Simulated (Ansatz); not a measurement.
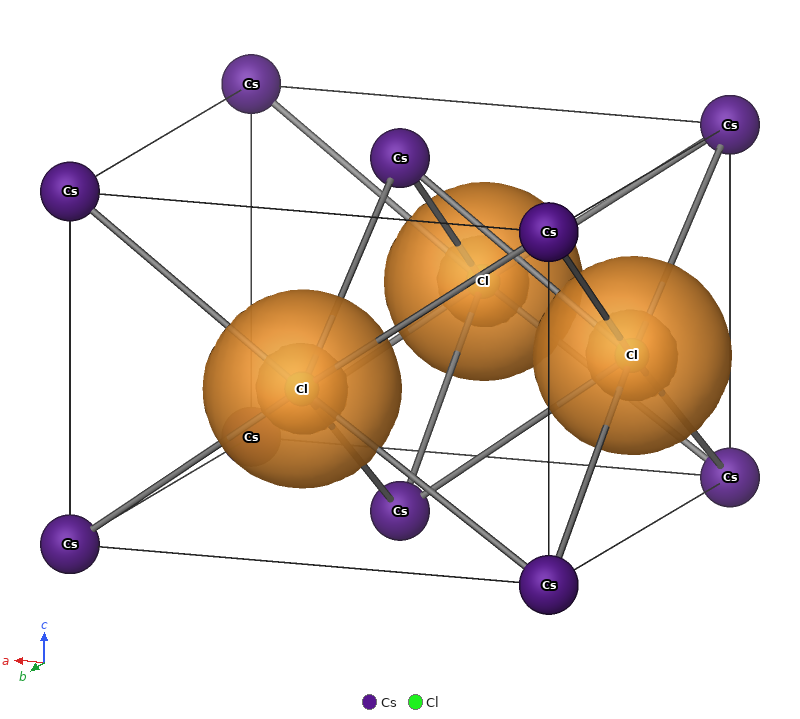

*CsCl. Isosurface of the ELF at 0.8 (orange), seen at an oblique angle. Core shells and regions of very low density are left out. Sticks mark near contacts.*

Space group P1; changed on purpose from its base cell (one atom moved).

Computed with Ansatz, DFT PBE, scalar-relativistic, plane waves, PAW.

Core electrons are frozen (PAW), and the valence fields are smoothed inside the atomic spheres.

> Identify the bonds, lone pairs and shells in this picture.

The ELF exceeds this value in two regions wrapped around Cl (the valence shell of each), counted in one cell of 4 atoms. Any copies at cell faces, edges or corners count once. Profiles from the grid: Cs–Cl (3.49 Å): the ELF is about 0.05 at the midpoint: a largely ionic contact. Cs–Cl (3.56 Å): the ELF is about 0.05 at the midpoint; a largely ionic contact.

> Does the calculation give a band gap?

It is gapped, with a Kohn–Sham gap of 5.3 eV on the k-point mesh (the band edges may lie off the mesh, which would make the gap smaller).
